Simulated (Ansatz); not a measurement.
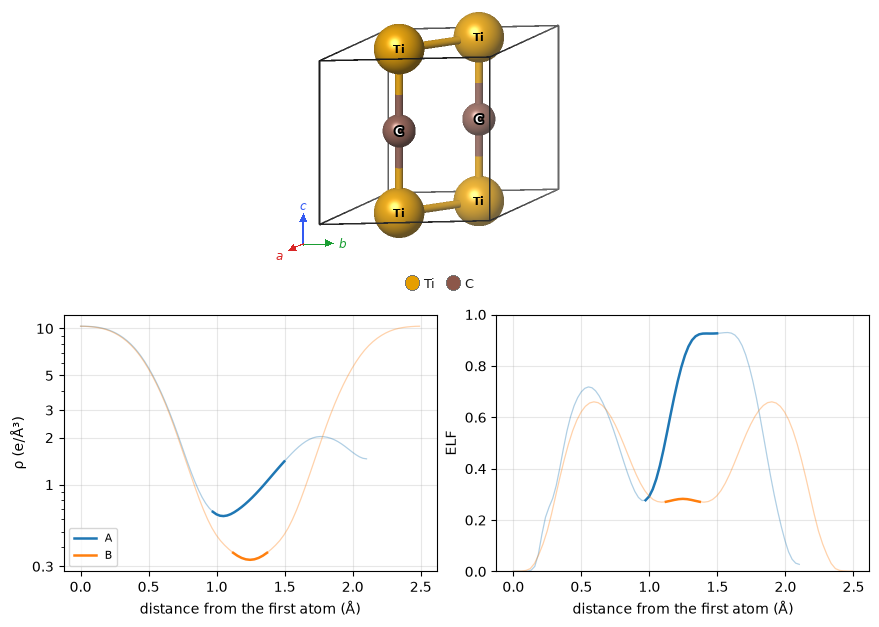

TiC. Valence pseudo-density and electron localisation function along straight lines between neighbouring atoms. Thin, pale parts lie inside the atomic spheres. The structure is drawn too.

Space group P6/mmm; a structure generated by program, which may or may not match a known phase; spin-polarised.

The calculation used Ansatz, DFT PBE, scalar-relativistic, plane waves, PAW.

In a PAW calculation such maps are meaningful between the atoms, not at the nuclei.

Question: Which curve belongs to which contact (Ti–C and Ti–Ti)? The first atom named is at distance zero.

Answer: Curve A: Ti–C (2.10 Å): ρ at the midpoint is about 0.63 e/Å³; the ELF is about 0.35 at the midpoint. Curve B: Ti–Ti (2.49 Å): ρ is about 0.33 e/Å³ halfway; the ELF is about 0.30 at the midpoint; no shared electron pair shows on this line.
